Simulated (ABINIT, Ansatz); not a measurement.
# A GW chain in ABINIT: BaTiO3 (P4mm)

Aim: the G0W0 gap of BaTiO3 (P4mm) on LDA, step by step.

Main program and level: ABINIT 10.8.3; LDA and many-body steps on it, plane waves.

The database entry behind the starting cell differs from later determinations by our own check (c/a about 0.6 % short), so it need not match the best structure at ambient conditions.

## Step 1: The structure

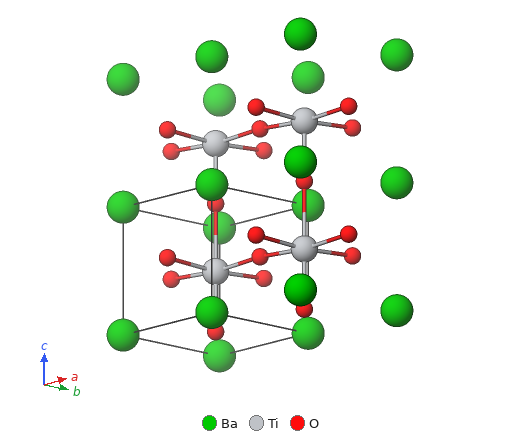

Start, viewed from a free direction; barium green, titanium light grey, oxygen red. 2×1×2 cells are drawn. Some periodic images of atoms are drawn too.

The cell and positions come from the Crystallography Open Database and are kept as given unless a step says otherwise. Spin-orbit coupling is left out unless a step names it.

## Step 2: Ground state

This step: ABINIT 10.8.3; DFT, LDA, plane waves, norm-conserving pseudopotentials.

The ground-state density comes first.

run.abi

```
acell 3*1.0 Angstrom
rprim 
  3.999800000000 0.000000000000 0.000000000000
  0.000000000000 3.999800000000 0.000000000000
  0.000000000000 0.000000000000 4.018000000000
ntypat 3
znucl 56 22 8
natom 5
typat 1 2 3 3 3
xred 
  0.000000000000 0.000000000000 0.000000000000
  0.500000000000 0.500000000000 0.490000000000
  0.500000000000 0.500000000000 0.019000000000
  0.500000000000 0.000000000000 0.517000000000
  0.000000000000 0.500000000000 0.517000000000
pp_dirpath "pseudos"
pseudos "Ba.upf, Ti.upf, O.upf"
ecut 38
ngkpt 6 6 6
nshiftk 1
shiftk 0 0 0
kptopt 1
chksymbreak 0
nband 26
occopt 1
tolvrs 1e-10
nstep 60
prtwf 0
optforces 0
optstress 0
indata_prefix "in"
outdata_prefix "out"
tmpdata_prefix "tmp"
```

On the command line:

```sh
OMP_NUM_THREADS=1 mpirun -n 8 abinit run.abi > log
```

Numbers of over 12 decimals in the logs are rounded to 6 here.

Log:

```text
.Version 10.8.3 of ABINIT. v10.8.2 released Aug 2026.

 Symmetries : space group P4 m m (# 99); Bravais tP (primitive tetrag.)
================================================================================
 Values of the parameters that define the memory need of the present run
     intxc =       0    ionmov =       0      iscf =       7    lmnmax =       6
     lnmax =       6     mgfft =      45  mpssoang =       3    mqgrid =    3001
     natom =       5  nloc_mem =       1    nspden =       1   nspinor =       1
    nsppol =       1      nsym =       8    n1xccc =    2501    ntypat =       3
    occopt =       1   xclevel =       1
-    mband =          26        mffmem =           1         mkmem =           5
       mpw =        4870          nfft =       91125          nkpt =          40
================================================================================
  Rough estimation (10% accuracy) of disk space for files :
================================================================================

--------------------------------------------------------------------------------
------------- Echo of variables that govern the present computation ------------
--------------------------------------------------------------------------------
 -outvars: echo values of preprocessed input variables --------
            acell      1.8897261259E+00  1.8897261259E+00  1.8897261259E+00 Bohr

      chksymbreak           0
             ecut      3.80000000E+01 Hartree
-          fftalg         312

              ixc       -1012
              kpt      0.00000000E+00  0.00000000E+00  0.00000000E+00
                       1.66666667E-01  0.00000000E+00  0.00000000E+00
                       3.33333333E-01  0.00000000E+00  0.00000000E+00
                       5.00000000E-01  0.00000000E+00  0.00000000E+00
                       1.66666667E-01  1.66666667E-01  0.00000000E+00
                       3.33333333E-01  1.66666667E-01  0.00000000E+00
                       5.00000000E-01  1.66666667E-01  0.00000000E+00
                       3.33333333E-01  3.33333333E-01  0.00000000E+00
                       5.00000000E-01  3.33333333E-01  0.00000000E+00
   [... 29 further rows ...]
                       5.00000000E-01  3.33333333E-01  5.00000000E-01
                       5.00000000E-01  5.00000000E-01  5.00000000E-01
         kptrlatt        6    0    0      0    6    0      0    0    6
          kptrlen      4.53511594E+01
P           mkmem           5
            natom           5
            nband          26
            ngfft          45      45      45
             nkpt          40
            nstep          60
             nsym           8
           ntypat           3
              occ      2.000000  2.000000  2.000000  2.000000  2.000000  2.000000
                       2.000000  2.000000  2.000000  2.000000  2.000000  2.000000
                       2.000000  2.000000  2.000000  2.000000  2.000000  2.000000
                       2.000000  2.000000  0.000000  0.000000  0.000000  0.000000
                       0.000000  0.000000
        optforces           0
        optstress           0
            prtwf           0
            rprim      3.9998000000E+00  0.0000000000E+00  0.0000000000E+00
[...]
spgroup          99

           tolvrs      1.00000000E-10

             xred      0.0000000000E+00  0.0000000000E+00  0.0000000000E+00
[...]
znucl       56.00000   22.00000    8.00000

================================================================================

 chkinp: Checking input parameters for consistency.

================================================================================
== DATASET  1 ==================================================================
-   mpi_nproc: 8, omp_nthreads: 1 (-1 if OMP is not activated)

--- !DatasetInfo
iteration_state: {dtset: 1, }
dimensions: {natom: 5, nkpt: 40, mband: 26, nsppol: 1, nspinor: 1, nspden: 1, mpw: 4870, }
cutoff_energies: {ecut:  38.0, pawecutdg:  -1.0, }
electrons: {nelect:   4.00000000E+01, charge:   0.00000000E+00, occopt:   1.00000000E+00, tsmear:   1.00000000E-02, }

 Real(R)+Recip(G) space primitive vectors, cartesian coordinates (Bohr,Bohr^-1):
 R(1)=  7.5585266  0.0000000  0.0000000  G(1)=  0.1323009  0.0000000  0.0000000
 R(2)=  0.0000000  7.5585266  0.0000000  G(2)=  0.0000000  0.1323009  0.0000000
 R(3)=  0.0000000  0.0000000  7.5929196  G(3)=  0.0000000  0.0000000  0.1317016
 Unit cell volume ucvol=  4.3379355E+02 bohr^3
 Angles (23,13,12)=  9.00000000E+01  9.00000000E+01  9.00000000E+01 degrees

 getcut: wavevector=  0.0000  0.0000  0.0000  ngfft=  45  45  45
         ecut(hartree)=     38.000   => boxcut(ratio)=   2.08827

--- Pseudopotential description ------------------------------------------------
- Ba Generated using ONCVPSP code by D. R. Hamann
- 56.00000  10.00000  180309                  znucl, zion, pspdat
12 -1012 2 -1 1912                            pspcod,pspxc,lmax,lloc,mmax
     nproj     2     2     2
  pspatm : epsatm=   25.95172157
         --- l  ekb(1:nproj) -->
[...]
pspatm: atomic psp has been read  and splines computed

- Ti Generated using ONCVPSP code by D. R. Hamann
- 22.00000  12.00000  180309                  znucl, zion, pspdat
12 -1012 2 -1 1568                            pspcod,pspxc,lmax,lloc,mmax
     nproj     2     2     2
  pspatm : epsatm=   14.84363209
         --- l  ekb(1:nproj) -->
[...]
pspatm: atomic psp has been read  and splines computed

- O Generated using ONCVPSP code by D. R. Hamann
-  8.00000   6.00000  201201                  znucl, zion, pspdat
12 -1012 2 -1 926                             pspcod,pspxc,lmax,lloc,mmax
     nproj     2     2     1
  pspatm : epsatm=    6.27558587
         --- l  ekb(1:nproj) -->
[...]
2   -1.033686
 pspatm: atomic psp has been read  and splines computed

   2.38488445E+03                                ecore*ucvol(ha*bohr**3)
--------------------------------------------------------------------------------

_setup2: Arith. and geom. avg. npw (full set) are    4853.144    4853.130

================================================================================

--- !BeginCycle
iteration_state: {dtset: 1, }
solver: {iscf: 7, nstep: 60, nline: 4, wfoptalg: 0, }
tolerances: {tolvrs: 1.00E-10, }

     iter   Etot(hartree)      deltaE(h)  residm     vres2
 ETOT  1  -136.77484594279    -1.368E+02 9.573E-02 1.866E+03
 ETOT  2  -127.56597573393     9.209E+00 2.367E-01 3.452E+04
 ETOT  3  -137.30594444160    -9.740E+00 8.689E-02 5.168E+02
 ETOT  4  -137.32262049448    -1.668E-02 8.853E-02 3.446E+02
 ETOT  5  -137.37577749561    -5.316E-02 1.154E-02 9.580E+01
 ETOT  6  -137.39299104508    -1.721E-02 2.468E-02 1.364E+01
 ETOT  7  -137.39588015252    -2.889E-03 3.826E-02 1.627E-02
 ETOT  8  -137.39583434773     4.580E-05 5.368E-03 2.485E-01
 ETOT  9  -137.39588325127    -4.890E-05 5.246E-03 1.761E-02
 ETOT 10  -137.39588670807    -3.457E-06 4.714E-03 1.548E-03
 ETOT 11  -137.39588701645    -3.084E-07 8.880E-03 5.944E-05
 ETOT 12  -137.39588702860    -1.215E-08 2.274E-03 9.300E-08
 ETOT 13  -137.39588702861    -1.936E-11 1.271E-03 2.609E-08
 ETOT 14  -137.39588702862    -8.555E-12 1.198E-03 2.492E-10
 ETOT 15  -137.39588702863    -2.586E-12 3.987E-04 7.545E-12

 At SCF step   15       vres2   =  7.54E-12 < tolvrs=  1.00E-10 =>converged.

--- !ResultsGS
iteration_state: {dtset: 1, }
comment   : Summary of ground state results
lattice_vectors:
- [  7.5585266,   0.0000000,   0.0000000, ]
- [  0.0000000,   7.5585266,   0.0000000, ]
- [  0.0000000,   0.0000000,   7.5929196, ]
lattice_lengths: [   7.55853,    7.55853,    7.59292, ]
lattice_angles: [ 90.000,  90.000,  90.000, ] # degrees, (23, 13, 12)
lattice_volume:   4.3379355E+02
convergence: {deltae: -2.586E-12, res2:  7.545E-12, residm:  3.987E-04, diffor:  0.000E+00, }
etotal    :  -1.37395887E+02
entropy   :   0.00000000E+00
fermie    :   2.30683409E-01
cartesian_stress_tensor: null
pressure_GPa: null
xred      :
- [  0.0000E+00,   0.0000E+00,   0.0000E+00, Ba]
- [  5.0000E-01,   5.0000E-01,   4.9000E-01, Ti]
- [  5.0000E-01,   5.0000E-01,   1.9000E-02,  O]
- [  5.0000E-01,   0.0000E+00,   5.1700E-01,  O]
- [  0.0000E+00,   5.0000E-01,   5.1700E-01,  O]
cartesian_forces: null
force_length_stats: {min: null, max: null, mean: null, }

 Integrated electronic density in atomic spheres:
 ------------------------------------------------
 Atom  Sphere_radius  Integrated_density
[...]
================================================================================

 ----iterations are completed or convergence reached----

 Mean square residual over all n,k,spin=   40.087E-07; max=  39.869E-05
 reduced coordinates (array xred) for    5 atoms
       0.000000000000      0.000000000000      0.000000000000
       0.500000000000      0.500000000000      0.490000000000
       0.500000000000      0.500000000000      0.019000000000
       0.500000000000      0.000000000000      0.517000000000
       0.000000000000      0.500000000000      0.517000000000
 rms dE/dt=  0.0000E+00; max dE/dt=  0.0000E+00; dE/dt below (all hartree)
    1       0.000000000000      0.000000000000      0.000000000000
    2       0.000000000000      0.000000000000      0.000000000000
    3       0.000000000000      0.000000000000      0.000000000000
    4       0.000000000000      0.000000000000      0.000000000000
    5       0.000000000000      0.000000000000      0.000000000000

 cartesian coordinates (angstrom) at end:
    1      0.000000     0.000000     0.000000
    2      1.999900     1.999900     1.968820
    3      1.999900     1.999900     0.076342
    4      1.999900     0.000000     2.077306
    5      0.000000     1.999900     2.077306
 length scales=  1.889726125908  1.889726125908  1.889726125908 bohr
              =  1.000000000000  1.000000000000  1.000000000000 angstroms
 prteigrs : about to open file out_EIG
 Fermi (or HOMO) energy (hartree) =   0.23068   Average Vxc (hartree)=  -0.43855
 Eigenvalues (hartree) for nkpt=  40  k points:
 kpt#   1, nband= 26, wtk=  0.00463, kpt=  0.0000  0.0000  0.0000 (reduced coord)
  -1.82430   -0.96373   -0.96260   -0.96260   -0.67865   -0.37784   -0.35256   -0.35051
  -0.13235   -0.13235   -0.13228    0.14471    0.14509    0.14509    0.18471    0.18471
   0.18810    0.22010    0.22036    0.22036    0.29471    0.30277    0.30277    0.38078
   0.38425    0.41170
 prteigrs : prtvol=0 or 1, do not print more k-points.

--- !EnergyTerms
iteration_state     : {dtset: 1, }
comment             : Components of total free energy in Hartree
kinetic             :  6.25608111893316E+01
hartree             :  2.96536845409074E+01
xc                  : -2.77225556008937E+01
Ewald energy        : -1.03499980157244E+02
psp_core            :  5.49774073633474E+00
local_psp           : -1.00086460795080E+02
non_local_psp       : -3.79912694198237E+00
total_energy        : -1.37395887028626E+02
total_energy_eV     : -3.73873255054510E+03
band_energy         : -1.09693036246786E+01

== END DATASET(S) ==============================================================
================================================================================

 -outvars: echo values of variables after computation  --------
           etotal     -1.3739588703E+02
            nband          26
             nkpt          40
          spgroup          99
 [... the other variables as echoed above ...]

 Calculation completed.
```

Run time: 37 s. Hardware: 8 MPI ranks of Arm Neoverse V2, shared host; peak memory 0.68 GiB.

Numbers from this step:

* total energy: -3738.7326 eV
* gap: 1.742 eV
* k of the valence top: 0.5, 0.5, 0.5
* k of the conduction bottom: 0, 0, 0
* least direct gap: 2.023 eV

The gap is indirect, with the least direct gap 0.28 eV higher.

## Step 3: Empty states on the mesh, 4×4×4 mesh, 83 bands

The sums over transitions need many empty states on a uniform mesh; this step solves for them.

Edit run.abi of step 2 so:

```diff
@@ -18,3 +18,3 @@
 ecut 38
-ngkpt 6 6 6
+ngkpt 4 4 4
 nshiftk 1
@@ -23,9 +23,10 @@
 chksymbreak 0
-nband 26
-occopt 1
-tolvrs 1e-10
+iscf -2
+irdden 1
+istwfk *1
+nband 83
+nbdbuf 6
+tolwfr 1e-09
 nstep 60
-prtwf 0
-optforces 0
-optstress 0
+prtvol 0
 indata_prefix "in"
```

Log:

```text
.Version 10.8.3 of ABINIT. v10.8.2 released Aug 2026.

 Symmetries : space group P4 m m (# 99); Bravais tP (primitive tetrag.)
[... echo of the input left out ...]
== DATASET  1 ==================================================================
-   mpi_nproc: 8, omp_nthreads: 1 (-1 if OMP is not activated)

--- !DatasetInfo
iteration_state: {dtset: 1, }
dimensions: {natom: 5, nkpt: 18, mband: 83, nsppol: 1, nspinor: 1, nspden: 1, mpw: 4929, }
cutoff_energies: {ecut:  38.0, pawecutdg:  -1.0, }
electrons: {nelect:   4.00000000E+01, charge:   0.00000000E+00, occopt:   1.00000000E+00, tsmear:   1.00000000E-02, }

 Real(R)+Recip(G) space primitive vectors, cartesian coordinates (Bohr,Bohr^-1):
 R(1)=  7.5585266  0.0000000  0.0000000  G(1)=  0.1323009  0.0000000  0.0000000
 R(2)=  0.0000000  7.5585266  0.0000000  G(2)=  0.0000000  0.1323009  0.0000000
 R(3)=  0.0000000  0.0000000  7.5929196  G(3)=  0.0000000  0.0000000  0.1317016
 Unit cell volume ucvol=  4.3379355E+02 bohr^3
 Angles (23,13,12)=  9.00000000E+01  9.00000000E+01  9.00000000E+01 degrees

 getcut: wavevector=  0.0000  0.0000  0.0000  ngfft=  45  45  45
         ecut(hartree)=     38.000   => boxcut(ratio)=   2.08827

--- Pseudopotential description ------------------------------------------------
- Ba Generated using ONCVPSP code by D. R. Hamann
- 56.00000  10.00000  180309                  znucl, zion, pspdat
12 -1012 2 -1 1912                            pspcod,pspxc,lmax,lloc,mmax
     nproj     2     2     2
  pspatm : epsatm=   25.95172157
         --- l  ekb(1:nproj) -->
             0    6.668455    0.685657
             1    5.046948    0.410312
             2    2.551809    0.419281
 pspatm: atomic psp has been read  and splines computed

- Ti Generated using ONCVPSP code by D. R. Hamann
- 22.00000  12.00000  180309                  znucl, zion, pspdat
12 -1012 2 -1 1568                            pspcod,pspxc,lmax,lloc,mmax
     nproj     2     2     2
  pspatm : epsatm=   14.84363209
         --- l  ekb(1:nproj) -->
[...]
pspatm: atomic psp has been read  and splines computed

- O Generated using ONCVPSP code by D. R. Hamann
-  8.00000   6.00000  201201                  znucl, zion, pspdat
12 -1012 2 -1 926                             pspcod,pspxc,lmax,lloc,mmax
     nproj     2     2     1
  pspatm : epsatm=    6.27558587
         --- l  ekb(1:nproj) -->
[...]
2   -1.033686
 pspatm: atomic psp has been read  and splines computed

--------------------------------------------------------------------------------

================================================================================
 prteigrs : about to open file out_EIG
 Non-SCF case, kpt    1 (  0.00000  0.00000  0.00000), residuals and eigenvalues=
  1.66E-10  5.81E-10  3.18E-10  5.08E-10  1.94E-10  2.61E-10  2.29E-10  2.38E-10
  3.80E-10  8.04E-10  1.51E-10  9.13E-10  1.24E-10  5.52E-10  1.12E-10  2.36E-10
  1.96E-10  7.77E-10  2.63E-10  9.96E-10  8.44E-10  4.08E-10  4.80E-10  7.90E-10
[...]
-1.8243E+00 -9.6373E-01 -9.6260E-01 -9.6260E-01 -6.7865E-01 -3.7784E-01
 -3.5256E-01 -3.5051E-01 -1.3235E-01 -1.3235E-01 -1.3228E-01  1.4471E-01
  1.4509E-01  1.4509E-01  1.8471E-01  1.8471E-01  1.8810E-01  2.2010E-01
[...]
1.6176E+00  1.6180E+00  1.6180E+00  1.7422E+00  1.7980E+00  1.8099E+00
  1.8099E+00  1.8130E+00  1.8291E+00  1.8291E+00  1.8473E+00  1.8601E+00
  1.8643E+00  1.8643E+00  1.8693E+00  1.9039E+00  1.9142E+00
 prteigrs : prtvol=0 or 1, do not print more k-points.

--- !ResultsGS
iteration_state: {dtset: 1, }
comment   : Summary of ground state results
lattice_vectors:
- [  7.5585266,   0.0000000,   0.0000000, ]
- [  0.0000000,   7.5585266,   0.0000000, ]
- [  0.0000000,   0.0000000,   7.5929196, ]
lattice_lengths: [   7.55853,    7.55853,    7.59292, ]
lattice_angles: [ 90.000,  90.000,  90.000, ] # degrees, (23, 13, 12)
lattice_volume:   4.3379355E+02
convergence: {deltae:  0.000E+00, res2:  0.000E+00, residm:  9.985E-10, diffor:  0.000E+00, }
etotal    :  -1.37395887E+02
entropy   :   0.00000000E+00
fermie    :   2.30683409E-01
cartesian_stress_tensor: null
pressure_GPa: null
xred      :
- [  0.0000E+00,   0.0000E+00,   0.0000E+00, Ba]
- [  5.0000E-01,   5.0000E-01,   4.9000E-01, Ti]
- [  5.0000E-01,   5.0000E-01,   1.9000E-02,  O]
- [  5.0000E-01,   0.0000E+00,   5.1700E-01,  O]
- [  0.0000E+00,   5.0000E-01,   5.1700E-01,  O]
cartesian_forces: null
force_length_stats: {min: null, max: null, mean: null, }

 Integrated electronic density in atomic spheres:
 ------------------------------------------------
 Atom  Sphere_radius  Integrated_density
[...]
================================================================================

 ----iterations are completed or convergence reached----

 Mean square residual over all n,k,spin=   46.655E-11; max=  99.847E-11
 reduced coordinates (array xred) for    5 atoms
[...]
0.000000000000      0.500000000000      0.517000000000

 cartesian coordinates (angstrom) at end:
    1      0.000000     0.000000     0.000000
    2      1.999900     1.999900     1.968820
    3      1.999900     1.999900     0.076342
    4      1.999900     0.000000     2.077306
    5      0.000000     1.999900     2.077306
 length scales=  1.889726125908  1.889726125908  1.889726125908 bohr
              =  1.000000000000  1.000000000000  1.000000000000 angstroms
 prteigrs : about to open file out_EIG
 Eigenvalues (hartree) for nkpt=  18  k points:
 kpt#   1, nband= 83, wtk=  0.01563, kpt=  0.0000  0.0000  0.0000 (reduced coord)
[...]
1.57320    1.60097    1.61759    1.61801    1.61801    1.74216    1.79804    1.80991
   1.80991    1.81298    1.82908    1.82908    1.84730    1.86008    1.86429    1.86429
   1.86929    1.90389    1.91417
 prteigrs : prtvol=0 or 1, do not print more k-points.

== END DATASET(S) ==============================================================
================================================================================

 -outvars: echo values of variables after computation  --------
            nband          83
             nkpt          18
          spgroup          99
 [... the other variables as echoed above ...]

 Calculation completed.
```

The job ended after 34 s (8 MPI ranks; peak memory 0.64 GiB).

This step gave:

| Quantity | Value |
| --- | --- |
| gap | 1.742 eV |
| k of the valence top | 0.5, 0.5, 0.5 |
| k of the conduction bottom | 0, 0, 0 |
| least direct gap | 2.023 eV |
| k points computed | 18 |
| lowest point of the top converged band, above the valence top | 43.28 eV |

On this mesh the gap is 1.742 eV.

[end of part 1 of 2]

[Paths, hosts, dates, memory and timing lines, banners, echoed tables and standing remarks are left out of the program output.]

[Logs are printed without paths, hosts, clocks, repeated set-up lines and the standing remarks that a program may print on its own settings, such as how far it seeks lower states.]

[Runs of the session that timed out or met a known fault of the program may be left out.]

[Hosts, paths, dates, database ids (printed as entryN), source tags and the programs' standing remarks are cut or masked in the printed files.]

[G0W0 gaps are taken among the corrected bands and points alone; a level outside them can change the order at an edge.]

[Where Ansatz stands beside ABINIT at settings called matched, ABINIT's density can come from a denser mesh and the files from another edition; pairs whose starting gaps differed by over 0.03 eV were left out, so agreement reads better than it is.]
